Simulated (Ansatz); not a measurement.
## Field-gradient calculation of CoSi47 (charge −2) (part 1 of 4)

System: CoSi47 (defect cell, 48 atoms in the cell, total charge −2).
Method: DFT, PBE, plane waves, PAW, spin-polarised (Ansatz 0.2.0).

The structure derives from an entry of the Crystallography Open Database. Figures and captions count atoms from 1; the log counts them from 0 in places.

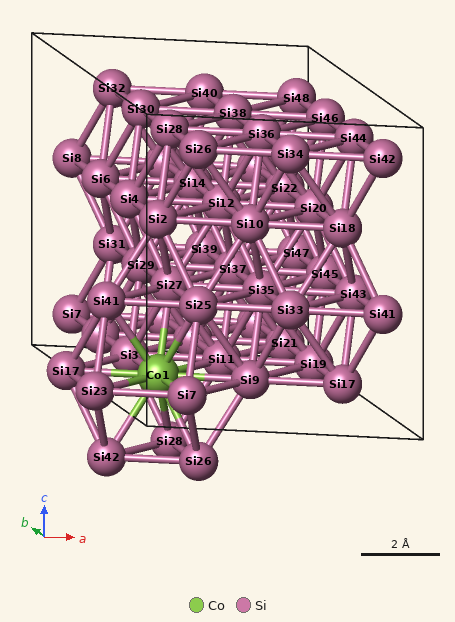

*The structure as given in the input (ball-and-stick view of the cell of the calculation, seen slightly off an axis; bonded neighbours outside the cell are drawn too; atoms are numbered from 1 in the order of the input).*

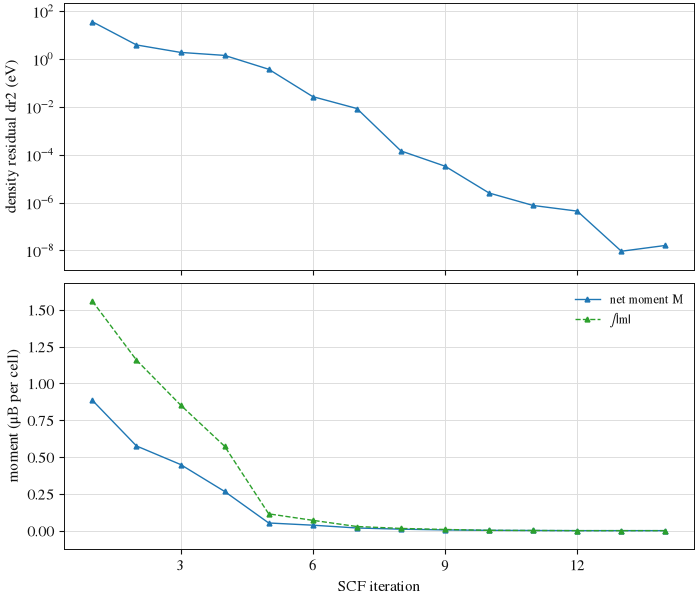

*Convergence of the self-consistent field: density residual dr2 and magnetic moment against the SCF iteration.*

The residual falls almost steadily, with no more than small rises. The net moment goes from 0.9 to 0.0 μB per cell, and ∫|m| falls to zero.

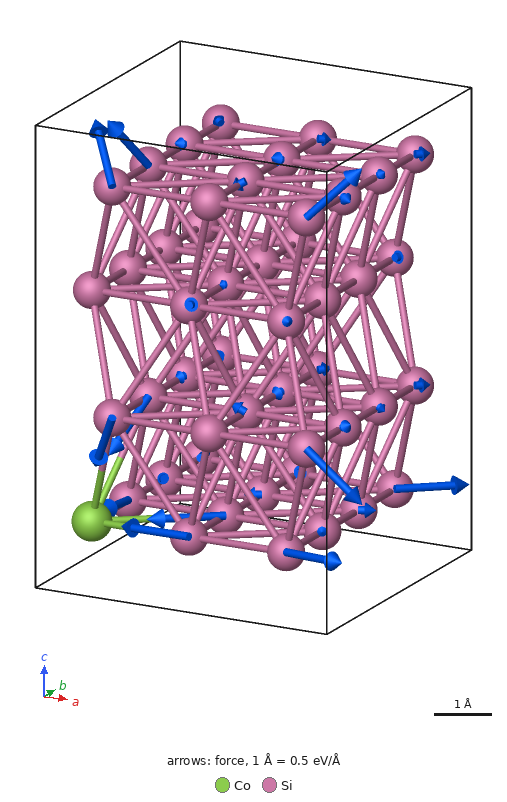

*Forces on the atoms as blue arrows (ball-and-stick view of the cell of the calculation, seen slightly off an axis); the smallest are left out.*

The largest act on Si9 (0.85 eV/Å); Si17 (0.79 eV/Å); Si25, Si26 (0.76 eV/Å); Si11 (0.73 eV/Å), among others. Atoms are counted from 1 in the order of the input and aren't labelled in the picture. The geometry is not a stationary point of this energy.

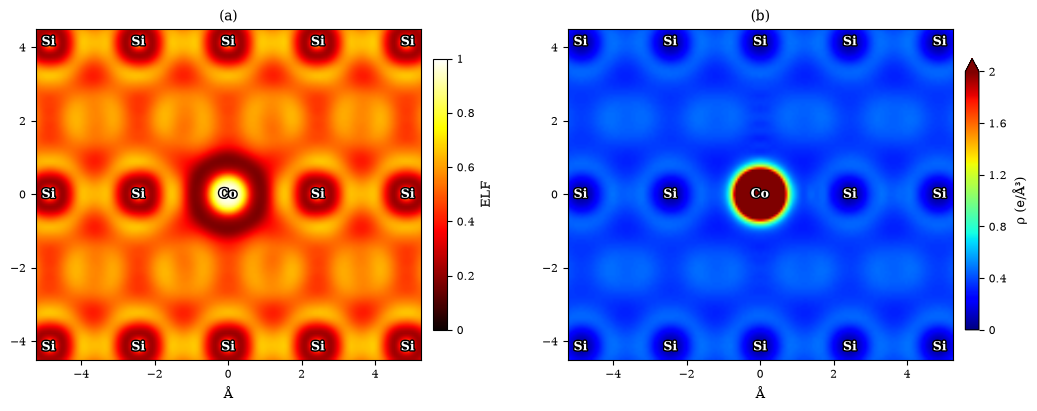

*(a) electron localisation function; (b) valence pseudo-density on the (100) plane of the calculation cell.*

Atoms in the plane: Co and Si. Si–Si (2.44 Å): ρ at the midpoint is about 0.44 e/Å³, a local maximum along the line; the ELF peaks at about 0.65 between the atoms. Co–Si (2.44 Å): ρ is about 0.39 e/Å³ halfway; the ELF is about 0.45 at the midpoint. Away from the nuclei the density in this plane falls to 0.3 e/Å³ at its lowest. The strong features right at Co lie inside the PAW spheres (semicore, d or f shells) and say nothing about bonding. The fields are those of the smooth PAW valence density.

These pictures come from the run below.

## The input
```yaml
crystal:
  lattice:
    - [7.332, 0.0, 0.0]
    - [-4.888, 8.4662643472, 0.0]
    - [0.0, 0.0, 8.304]
  atoms:
    - { symbol: Co, position: [0.1111111111, 0.1666666667, 0.125], spin: 3.0 }
    - { symbol: Si, position: [0.1111111111, 0.1666666667, 0.625] }
    - { symbol: Si, position: [0.1111111111, 0.4166666667, 0.125] }
    - { symbol: Si, position: [0.1111111111, 0.4166666667, 0.625] }
    - { symbol: Si, position: [0.1111111111, 0.6666666667, 0.125] }
    - { symbol: Si, position: [0.1111111111, 0.6666666667, 0.625] }
    - { symbol: Si, position: [0.1111111111, 0.9166666667, 0.125] }
    - { symbol: Si, position: [0.1111111111, 0.9166666667, 0.625] }
    - { symbol: Si, position: [0.4444444444, 0.1666666667, 0.125] }
    - { symbol: Si, position: [0.4444444444, 0.1666666667, 0.625] }
    - { symbol: Si, position: [0.4444444444, 0.4166666667, 0.125] }
    - { symbol: Si, position: [0.4444444444, 0.4166666667, 0.625] }
    - { symbol: Si, position: [0.4444444444, 0.6666666667, 0.125] }
    - { symbol: Si, position: [0.4444444444, 0.6666666667, 0.625] }
    - { symbol: Si, position: [0.4444444444, 0.9166666667, 0.125] }
    - { symbol: Si, position: [0.4444444444, 0.9166666667, 0.625] }
    - { symbol: Si, position: [0.7777777778, 0.1666666667, 0.125] }
    - { symbol: Si, position: [0.7777777778, 0.1666666667, 0.625] }
    - { symbol: Si, position: [0.7777777778, 0.4166666667, 0.125] }
    - { symbol: Si, position: [0.7777777778, 0.4166666667, 0.625] }
    - { symbol: Si, position: [0.7777777778, 0.6666666667, 0.125] }
    - { symbol: Si, position: [0.7777777778, 0.6666666667, 0.625] }
    - { symbol: Si, position: [0.7777777778, 0.9166666667, 0.125] }
    - { symbol: Si, position: [0.7777777778, 0.9166666667, 0.625] }
    - { symbol: Si, position: [0.2222222222, 0.0833333333, 0.375] }
    - { symbol: Si, position: [0.2222222222, 0.0833333333, 0.875] }
    - { symbol: Si, position: [0.2222222222, 0.3333333333, 0.375] }
    - { symbol: Si, position: [0.2222222222, 0.3333333333, 0.875] }
    - { symbol: Si, position: [0.2222222222, 0.5833333333, 0.375] }
    - { symbol: Si, position: [0.2222222222, 0.5833333333, 0.875] }
    - { symbol: Si, position: [0.2222222222, 0.8333333333, 0.375] }
    - { symbol: Si, position: [0.2222222222, 0.8333333333, 0.875] }
    - { symbol: Si, position: [0.5555555556, 0.0833333333, 0.375] }
    - { symbol: Si, position: [0.5555555556, 0.0833333333, 0.875] }
    - { symbol: Si, position: [0.5555555556, 0.3333333333, 0.375] }
    - { symbol: Si, position: [0.5555555556, 0.3333333333, 0.875] }
    - { symbol: Si, position: [0.5555555556, 0.5833333333, 0.375] }
    - { symbol: Si, position: [0.5555555556, 0.5833333333, 0.875] }
    - { symbol: Si, position: [0.5555555556, 0.8333333333, 0.375] }
    - { symbol: Si, position: [0.5555555556, 0.8333333333, 0.875] }
    - { symbol: Si, position: [0.8888888889, 0.0833333333, 0.375] }
    - { symbol: Si, position: [0.8888888889, 0.0833333333, 0.875] }
    - { symbol: Si, position: [0.8888888889, 0.3333333333, 0.375] }
    - { symbol: Si, position: [0.8888888889, 0.3333333333, 0.875] }
    - { symbol: Si, position: [0.8888888889, 0.5833333333, 0.375] }
    - { symbol: Si, position: [0.8888888889, 0.5833333333, 0.875] }
    - { symbol: Si, position: [0.8888888889, 0.8333333333, 0.375] }
    - { symbol: Si, position: [0.8888888889, 0.8333333333, 0.875] }
magnetization:
  spin_polarized: true
total_charge: -2
kpoints:
  mp_grid: { grid: [3, 2, 2] }
scf:
  occupations: { method: fermi_dirac, width: 0.01 }
  mixing: { preconditioner: kerker_dos }
hamiltonian:
  xc: pbe
  pseudopotentials: { kind: paw }
output:
  forces: true
  stress: true
  populations: true
  efg: { quadrupole_moments_barn: { Co: 0.42 }, contact_densities: true }
  write_density: true
  write_potential: true
  elf: true
  volumetric_format: npy
```

Launched with:
```bash
ansatz run input.yaml --threads 4 --pin off --max-ram 8192MiB --backend cpu --events-out ev --progress --plain --runs-dir out
```

## What the program printed
```
Engine: ansatz 0.2.0, aarch64-unknown-linux-gnu
Pseudopotentials: kind: paw
Pseudopotential: Co, paw, valence charge 17, recommended cutoff 420 eV (normal), Co.paw.azcp
Pseudopotential: Si, paw, valence charge 4, recommended cutoff 420 eV (normal), Si.paw.azcp
Functional definition: PBE
  parameter kappa = 0.804
  parameter beta = 0.06672455060314922
  exchange = pbe_x(kappa = kappa, mu = beta*pi^2/3)
  correlation = pbe_c(beta = beta)
Crystal: 48 atoms, lattice volume = 515.468 Å³
Basis set: ecut = 420 eV, 10095 PW (Γ), exchange–correlation on 100×144×120 points (8 copies of the dense FFT grid, shifted against one another)
Bands: 153, of which v1, the nominal top of the filled ones, is band 104 counted from 1 (103 counted from 0)
Symmetry: 2 space group operations
Space group: Pm (ITA 6), of the structure as read, at distance tolerance 8.0e-5 Å
Magnetic group: BNS 6.18 (UNI 25), of the structure as read, at distance tolerance 8.0e-5 Å
k-points: 8 of 12 (time reversal used)
Non-local potential: Co, projectors of the file, l = 0: 3, l = 1: 2, l = 2: 3, l = 3: 1
Non-local potential: Si, projectors of the file, l = 0: 2, l = 1: 2, l = 2: 2
PAW form: soft (Blöchl's): semilocal exchange-correlation on the pseudo side does not see the compensation charge
PAW one-centre angular grid: Co, 590 points (default); XC on 64 Gauss nodes
PAW one-centre angular grid: Si, 110 points (default); XC on 64 Gauss nodes
Initial density: superposition of atomic densities (chi_scale 0.1, normalization cell)
Starting moments: Σ|m| = 3 μB on 1 of 48 sites
Initial wavefunctions: pseudopotential atomic-orbital guess
Functional: x = pbe(κ = 0.804, μ = 0.2195149727645171), c = pbe(β = 0.06672455060314922)
spin=Collinear: DOS-adaptive Kerker preconditioning applied to the charge; magnetization (m = ρ↑ − ρ↓) channel mixes plain (no charge-response kernel on spin).
```
